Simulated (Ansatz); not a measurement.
Run report: AlCu3, single-point calculation

The run: single-point calculation of AlCu3 (P6₃/mmc, 8 atoms in the cell). Method and program: DFT PBEsol, scalar-relativistic, plane waves, PAW, no spin polarisation (Ansatz 0.2.0).

The structure derives from a Materials Project entry.

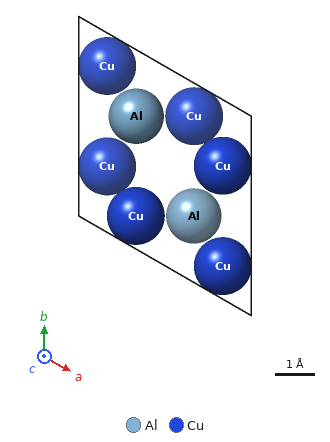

*The structure (spheres-only view of the cell of the calculation, along the c axis). An atom can appear more than once, as a periodic image.*

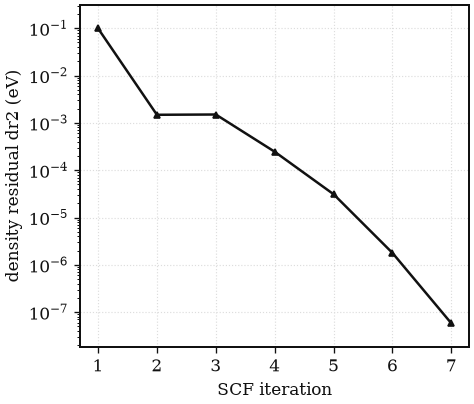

*Convergence of the self-consistent field: density residual dr2 against the SCF iteration.*

The residual falls almost steadily, with no more than small rises.

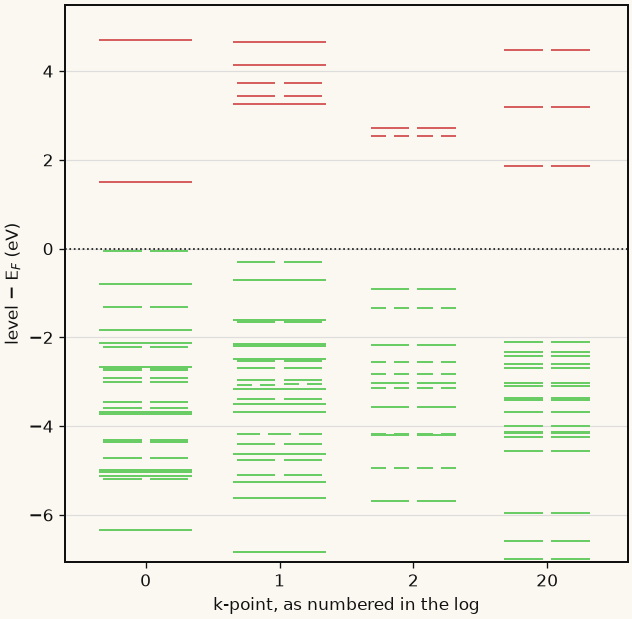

*Kohn–Sham levels near the Fermi level (dotted) at the few k-points that the log prints; levels within 0.02 eV of each other stand side by side.*

The system is metallic on the full mesh.

The input and output of the run follow.

## The input
```yaml
crystal:
  lattice:
    - [5.137917364, 0.0, 0.0]
    - [-2.568958682, 4.4495669597, 0.0]
    - [0.0, 0.0, 4.20614006]
  atoms:
    - { symbol: Al, position: [0.66666667, 0.33333333, 0.25] }
    - { symbol: Al, position: [0.33333333, 0.66666667, 0.75] }
    - { symbol: Cu, position: [0.33106471, 0.16553236, 0.75] }
    - { symbol: Cu, position: [0.83446764, 0.16553236, 0.75] }
    - { symbol: Cu, position: [0.83446764, 0.66893529, 0.75] }
    - { symbol: Cu, position: [0.66893529, 0.83446764, 0.25] }
    - { symbol: Cu, position: [0.16553236, 0.83446764, 0.25] }
    - { symbol: Cu, position: [0.16553236, 0.33106471, 0.25] }
basis:
  ecutwfc: 420
kpoints:
  mp_grid: { grid: [6, 6, 4] }
hamiltonian:
  xc: pbesol
scf:
  occupations: { method: gaussian, width: 0.1 }
output:
  forces: true
  stress: true
  eigenvalues: true
```

Run as:
```bash
ansatz run input.yaml --threads 2 --pin off --max-ram 7168MiB --backend cpu --events-out ev --progress --plain --runs-dir out
```

## What the program printed
```
Engine: ansatz 0.2.0, x86_64-unknown-linux-gnu
Pseudopotentials: kind: paw
Pseudopotential: Al, paw, valence charge 3, recommended cutoff 420 eV (normal), Al.paw.azcp
Pseudopotential: Cu, paw, valence charge 19, recommended cutoff 420 eV (normal), Cu.paw.azcp
Functional definition: PBEsol
  exchange = pbesol_x
  correlation = pbesol_c
Crystal: 8 atoms, lattice volume = 96.159 Å³
Basis set: ecut = 420 eV, 1881 PW (Γ), exchange–correlation on 72×72×60 points (8 copies of the dense FFT grid, shifted against one another)
Bands: 72, of which v1, the nominal top of the filled ones, is band 60 counted from 1 (59 counted from 0)
Symmetry: 24 space group operations
Space group: P63/mmc (ITA 194), of the structure as read, at distance tolerance 4.6e-5 Å
k-points: 21 of 144
Non-local potential: Al, projectors of the file, l = 0: 2, l = 1: 2, l = 2: 1
Non-local potential: Cu, projectors of the file, l = 0: 3, l = 1: 2, l = 2: 3, l = 3: 1
PAW form: soft (Blöchl's): semilocal exchange-correlation on the pseudo side does not see the compensation charge
PAW frozen core: Al, regenerated for the run's functional, and the local potential with it (the file was generated under x = pbe(κ = 0.804, μ = 0.2195149727645171), c = pbe(β = 0.06672455060314922))
PAW frozen core: Cu, regenerated for the run's functional, and the local potential with it (the file was generated under x = pbe(κ = 0.804, μ = 0.2195149727645171), c = pbe(β = 0.06672455060314922))
PAW one-centre angular grid: Al, 110 points (default); XC on 64 Gauss nodes
PAW one-centre angular grid: Cu, 590 points (default); XC on 64 Gauss nodes
Initial density: superposition of atomic densities (neutral atoms: chi_scale 0, normalization atom), corrected by the library's trained network
Initial wavefunctions: pseudopotential atomic-orbital guess
Functional: x = pbesol(κ = 0.804, μ = 0.12345679012345678), c = pbesol(β = 0.046)
SCF iter   1: F=—  HF=-40583.296317 eV  |F-HF|=—  |Δ(HF+E_count)|=         —  Δρ=1.44e-2  dr2=9.92e-2  ethr=1.77e-3  ⟨swp⟩=5.3  Hψ=5447  notcnv=0  defer=22
preconditioner: auto → Kerker (q_TF=auto, 2.831 Å⁻¹)  [metal: Δε(μ)=0.064 eV  Ē_g=8.807 eV  σ=0.100 eV  W_gap=0.34  n_scr=32 (ndim 8)  ℏωp=32.1 eV  f_vac=0.000  D(μ)=5.69/eV (n_scr^D=58)]
SCF iter   2: F=—  HF=-40583.273128 eV  |F-HF|=—  |Δ(HF+E_count)|=   2.32e-2  Δρ=1.34e-3  dr2=1.48e-3  ethr=8.27e-5  ⟨swp⟩=2.0  Hψ=2570  notcnv=0  defer=96
SCF iter   3: F=—  HF=-40583.272062 eV  |F-HF|=—  |Δ(HF+E_count)|=   1.07e-3  Δρ=1.56e-3  dr2=1.50e-3  ethr=1.23e-6  ⟨swp⟩=2.0  Hψ=2559  notcnv=0  defer=96
SCF iter   4: F=—  HF=-40583.271612 eV  |F-HF|=—  |Δ(HF+E_count)|=   4.49e-4  Δρ=5.45e-4  dr2=2.45e-4  ethr=1.23e-6  ⟨swp⟩=2.2  Hψ=2101  notcnv=0  defer=96
SCF iter   5: F=—  HF=-40583.271539 eV  |F-HF|=—  |Δ(HF+E_count)|=   7.38e-5  Δρ=1.43e-4  dr2=3.10e-5  ethr=2.04e-7  ⟨swp⟩=2.0  Hψ=2028  notcnv=0  defer=96
SCF iter   6: F=—  HF=-40583.271477 eV  |F-HF|=—  |Δ(HF+E_count)|=   6.16e-5  Δρ=3.10e-5  dr2=1.78e-6  ethr=2.59e-8  ⟨swp⟩=2.0  Hψ=2146  notcnv=0  defer=96
SCF iter   7: F=-40583.271476 eV  HF=-40583.271476 eV  |F-HF|=4.88e-8  |Δ(HF+E_count)|=   9.70e-7  Δρ=6.68e-6  dr2=5.79e-8  ethr=8.33e-11  ⟨swp⟩=7.6  Hψ=6945  notcnv=0
SCF 1 converged in 7 iterations: F = -40583.271476 eV  dr2 = 5.79e-8
  greatest PAW one-centre occupation: 1.000 electrons in one spin orbital (limit 2), on the Cu atom at site 5 (counted from 0), in its partial waves of l = 0
SCF converged after 7 iterations
Free energy (F): -40583.271476 eV
Harris-Foulkes:  -40583.271476 eV  (|F-HF|=4.88e-8)
Internal energy: -40583.244267 eV  (E = F + TS)
E sigma→0 (E₀):  -40583.257872 eV
Entropy (-TS):   -0.027209 eV (-3.401 meV/atom)
Fermi energy:    15.375925 eV
--- Per-component energies (eV) ---
  E_band       = -2312.228672
  E_kinetic    = 1852.548010
  E_local      = -27970.980906  (includes V_loc(G=0)·N_el)
  E_nonlocal   = 2359.731176
  E_hartree    = 12446.390726
  E_xc         = -618.127150
  E_vxc        = -757.502645  (∫ρ·V_xc dr)
  E_paw        = -10659.214941  (= ΣΔE_a)
  E_vpaw       = -2688.786853  (= ΣTr[D̂ρ^β])
  E_aug_tail   = 0.001481  (compensation charges beyond the density's cutoff)
  E_ewald      = -17994.868155
  E_core_change = 1.275491  (= ΣΔE_core)
  E_smearing   = -0.027209  (= −TS)
  E_closure    = -0.000000  (closes the sum)
  Σ components = -40583.271476   (vs F -40583.271476, Δ=0.00e0)
--- Forces (eV/Å), atoms counted from 1 ---
  atom   1  Al     0.00000000    -0.00000000     0.00000000
  atom   2  Al    -0.00000000     0.00000000     0.00000000
  atom   3  Cu    -0.00796972    -0.00460132     0.00000000
  atom   4  Cu     0.00796972    -0.00460132     0.00000000
  atom   5  Cu    -0.00000000     0.00920264     0.00000000
  atom   6  Cu     0.00796972     0.00460132     0.00000000
  atom   7  Cu    -0.00796972     0.00460132     0.00000000
  atom   8  Cu     0.00000000    -0.00920264     0.00000000
  max |Σ_I F_I| component: 2.43e-17 eV/Å
--- Stress (GPa, compression-positive) ---
        0.117540       0.000000       0.000000
        0.000000       0.117540       0.000000
        0.000000       0.000000      -1.809633
  P = ⅓ Tr σ = -0.5249 GPa (-5.249 kbar)
--- Band table (eV; the first three rows and the last of 21) ---
  k-point 0: bands = ["-97.4978", "-97.4892", "-97.4892", "-97.4892", "-97.4849", "-97.4849", "-55.0553", "-55.0553", "-55.0541", "-55.0461", "-55.0461", "-55.0335", "-55.0294", "-55.0294", "-55.0198", "-55.0097", "-55.0053", "-54.9954", "-54.9954", "-54.9847", "-54.9487", "-54.9487", "-54.9453", "-54.9453", "4.6054", "9.0388", "10.1798", "10.1798", "10.2448", "10.3504", "10.3833", "10.6684", "10.6684", "11.0197", "11.0197", "11.0704", "11.0704", "11.6400", "11.6658", "11.7019", "11.7957", "11.7957", "11.9293", "11.9293", "12.3717", "12.3717", "12.4581", "12.4581", "12.6428", "12.6428", "12.6735", "12.6735", "12.7192", "13.1492", "13.1591", "13.2430", "13.5446", "14.0507", "14.0507", "14.5816", "15.3160", "15.3160", "16.8706", "20.0792", "20.9474", "20.9474", "21.1075", "21.1075", "22.0925", "22.4740", "22.4740", "23.2877"]
  k-point 1: bands = ["-97.4966", "-97.4904", "-97.4886", "-97.4886", "-97.4856", "-97.4856", "-55.0603", "-55.0603", "-55.0519", "-55.0519", "-55.0464", "-55.0300", "-55.0212", "-55.0181", "-55.0181", "-55.0132", "-55.0050", "-54.9959", "-54.9959", "-54.9914", "-54.9483", "-54.9483", "-54.9458", "-54.9458", "5.1448", "8.5410", "9.7536", "10.1095", "10.2859", "10.2859", "10.6223", "10.6223", "10.7583", "10.9740", "10.9740", "11.1981", "11.1981", "11.2040", "11.6970", "11.8841", "11.9774", "11.9774", "12.2222", "12.3018", "12.3018", "12.3204", "12.3204", "12.4149", "12.4149", "12.6763", "12.6763", "12.8556", "12.8556", "12.8974", "13.1756", "13.2316", "13.7273", "13.7273", "13.7719", "14.6698", "15.0712", "15.0712", "18.6444", "18.8114", "18.8114", "19.0992", "19.0992", "19.5151", "20.0298", "25.2107", "25.2107", "25.7958"]
  k-point 2: bands = ["-97.4935", "-97.4935", "-97.4871", "-97.4871", "-97.4871", "-97.4871", "-55.0602", "-55.0602", "-55.0602", "-55.0602", "-55.0301", "-55.0301", "-55.0216", "-55.0216", "-55.0029", "-55.0029", "-55.0029", "-55.0029", "-55.0019", "-55.0019", "-54.9471", "-54.9471", "-54.9471", "-54.9471", "6.6705", "6.6705", "9.6914", "9.6914", "10.4405", "10.4405", "10.4405", "10.4405", "11.1705", "11.1705", "11.1994", "11.1994", "11.1994", "11.1994", "11.8017", "11.8017", "12.2439", "12.2439", "12.2439", "12.2439", "12.3590", "12.3590", "12.5527", "12.5527", "12.5527", "12.5527", "12.8174", "12.8174", "12.8174", "12.8174", "13.2039", "13.2039", "14.0469", "14.0469", "14.0469", "14.0469", "14.4763", "14.4763", "17.9185", "17.9185", "17.9185", "17.9185", "18.1045", "18.1045", "24.7161", "24.7161", "27.8213", "27.8213"]
  k-point 20: bands = ["-97.4906", "-97.4906", "-97.4900", "-97.4900", "-97.4871", "-97.4871", "-55.0577", "-55.0577", "-55.0494", "-55.0494", "-55.0350", "-55.0350", "-55.0208", "-55.0208", "-55.0058", "-55.0058", "-55.0005", "-55.0005", "-54.9775", "-54.9775", "-54.9774", "-54.9774", "-54.9500", "-54.9500", "8.3915", "8.3915", "8.7874", "8.7874", "9.4171", "9.4171", "10.8255", "10.8255", "11.1424", "11.1424", "11.2197", "11.2197", "11.2441", "11.2441", "11.3762", "11.3762", "11.6929", "11.6929", "11.9574", "11.9574", "12.0026", "12.0026", "12.2911", "12.2911", "12.3569", "12.3569", "12.6846", "12.6846", "12.7744", "12.7744", "12.9539", "12.9539", "13.0466", "13.0466", "13.2733", "13.2733", "17.2360", "17.2360", "18.5607", "18.5607", "19.8502", "19.8502", "24.1144", "24.1144", "24.5322", "24.5322", "25.0212", "25.0212"]
```

## Summary

- outcome: converged
- space group (tolerance 0.01 Å): P6₃/mmc (194)
- electrons treated: 120
- free energy: −40583.2715 eV
- Fermi energy: 15.376 eV
- gap on the k-point mesh: none (metallic)
- pressure: −0.52 GPa
- largest force (length of the vector): 0.009 eV/Å
- hardware: 2 threads of Intel Xeon (Granite Rapids), 32 GiB of memory available, shared host
- wall time: 2.9 s (CPU time 5.3 s)
- peak memory: 0.5 GiB
